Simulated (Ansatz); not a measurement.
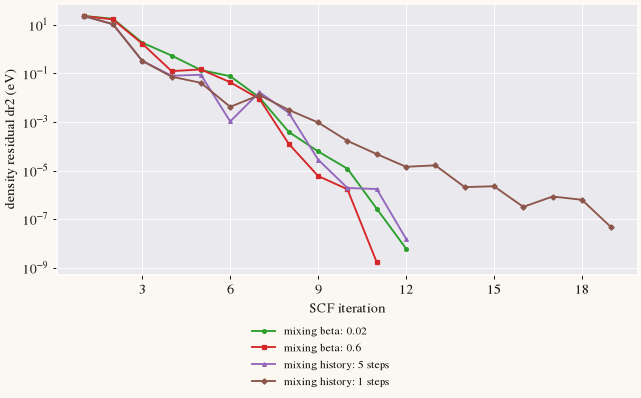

Convergence of one system under several settings.
The run: Al$_{3}$Cu (P4/mmm, 4 atoms in the cell), by Ansatz 0.2.0, DFT r2SCAN, scalar-relativistic, plane waves, PAW; cutoff 500 eV, 16×16×6 k-mesh, Gaussian smearing of 0.1 eV.

Q: Which runs converged, and in how many iterations?

A: “mixing beta: 0.6” converged in 11 iterations. “mixing beta: 0.02” converged in 12 iterations. “mixing history: 5 steps” converged in 12 iterations. “mixing history: 1 steps” converged in 19 iterations.

The converged runs agree in energy within 1 meV per atom.
